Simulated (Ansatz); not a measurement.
**Zn₄HO₄ (distorted or defective cell): density, localisation and related maps**

```cif
data_structure
_symmetry_space_group_name_H-M 'P 1'
_symmetry_Int_Tables_number 1
_cell_length_a 5.5148
_cell_length_b 5.5148
_cell_length_c 3.2430
_cell_angle_alpha 90.000
_cell_angle_beta 90.000
_cell_angle_gamma 90.000
_cell_volume 98.63
loop_
_atom_site_label
_atom_site_type_symbol
_atom_site_fract_x
_atom_site_fract_y
_atom_site_fract_z
_atom_site_occupancy
Zn1 Zn 0.18207 0.18207 0.50000 1
Zn2 Zn 0.81793 0.81793 0.50000 1
Zn3 Zn 0.68207 0.31793 0.00000 1
Zn4 Zn 0.31793 0.68207 0.00000 1
O1 O 0.81800 0.18200 0.50000 1
O2 O 0.18200 0.81800 0.50000 1
O3 O 0.68200 0.68200 0.00000 1
O4 O 0.31800 0.31800 0.00000 1
H1 H 0.00004 0.38200 0.20000 1
```

Not relaxed (largest force 1.0 eV/Å); computed pressure about 4 GPa in this cell; computed without spin polarisation; PAW files of the earlier set (soft_1).

Theory: Ansatz 0.2.0, DFT PBEsol, scalar-relativistic, plane waves, PAW.

Core electrons are frozen (PAW), and the valence fields are smoothed inside the atomic spheres.

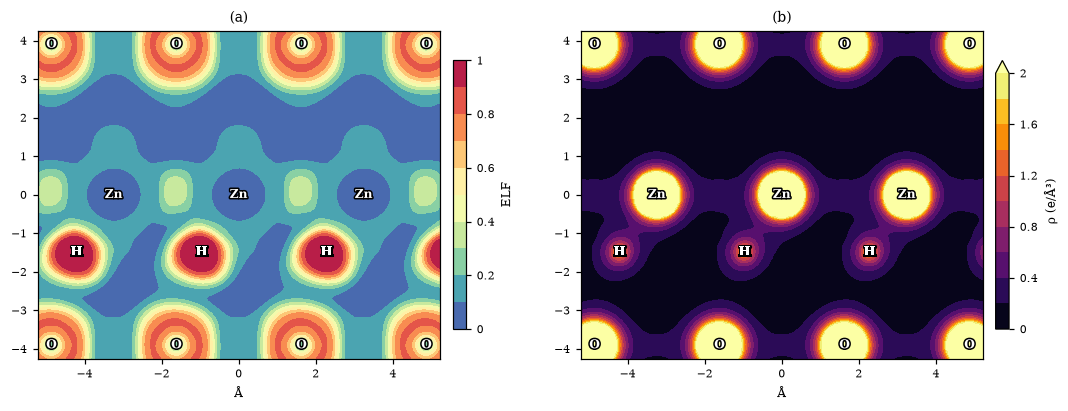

Figure 1. (a) electron localisation function; (b) valence charge density (pseudo) on the (110) plane of the calculation cell.

> What does the map show?

- The section cuts through Zn, O and H sites.
- Zn–H (1.78 Å): ρ is about 0.55 e/Å³ halfway; the ELF climbs to about 1 towards the hydrogen.
- Between the atoms the lowest density in this plane is 0.04 e/Å³.

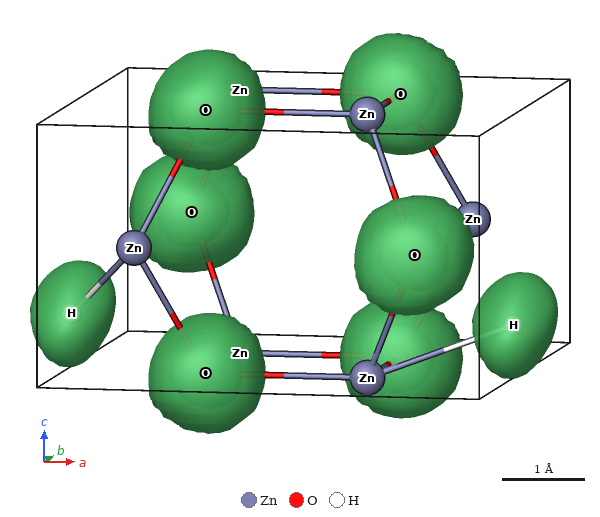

Figure 2. Isosurface of the electron localisation function at 0.75 (green), seen slightly off an axis. Only the valence region is drawn (cores and ρ < 0.01 e/Å³ removed). Sticks mark near contacts.

> Where are the electrons localised?

The surface consists of one region around a hydrogen nucleus and four regions wrapped around O (the valence shell of each), counted in one cell of 9 atoms. Regions shared between cells count once. Profiles from the grid: Zn–O (1.94 Å): the ELF peaks at about 0.85 in the valence shell of O, 0.6 Å from its nucleus, and is about 0.25 at the midpoint; no shared electron pair shows on this line.

> Does the calculation make it a metal, or give it a gap?

It is metallic or semimetallic at this level of theory: no gap opens.
